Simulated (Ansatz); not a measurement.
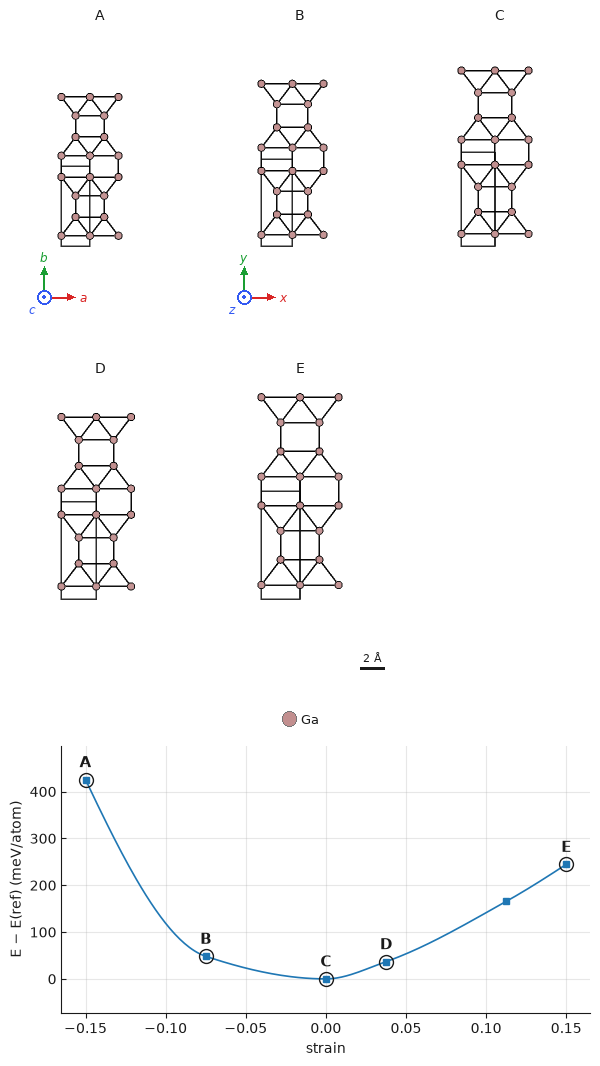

Energy scan for a crystal of Ga (Cmcm), in which the cell is strained equally along x and y, with the atoms kept at their fractional coordinates. x, y and z are the Cartesian axes of the input. The lettered frames are marked on the plot. A ball-and-stick model of the conventional cell (2 times the calculation's cell), repeated 1 × 1 × 1 with one cell outlined, repeated 2 × 2 × 2 with one cell outlined, seen along the c axis. Lengths and directions refer to the drawn axes.

Level of theory: DFT r2SCAN, scalar-relativistic, plane waves, PAW (Ansatz). Set-up: plane-wave cutoff 500 eV; k-point mesh 18 × 18 × 16; occupations gaussian; smearing width 0.15 eV; no spin polarisation. Energies (free energies at the smearing named) are counted from the cell as listed in its source, which wasn't relaxed.

Q: Read off the main features of the energy profile.

A: Of the computed points the lowest is at the strain 0.00, 0 meV/atom. At the ends of the scan the energy is 426 meV/atom (−0.15) and 245 meV/atom (0.15). The unrelaxed reference is under a pressure of −1.5 GPa, which tilts the curve. The distortion keeps the space group Cmcm. At the strain −0.15 the cell of the drawing goes a 2.900 → 2.465 Å, b 8.130 → 6.911 Å.
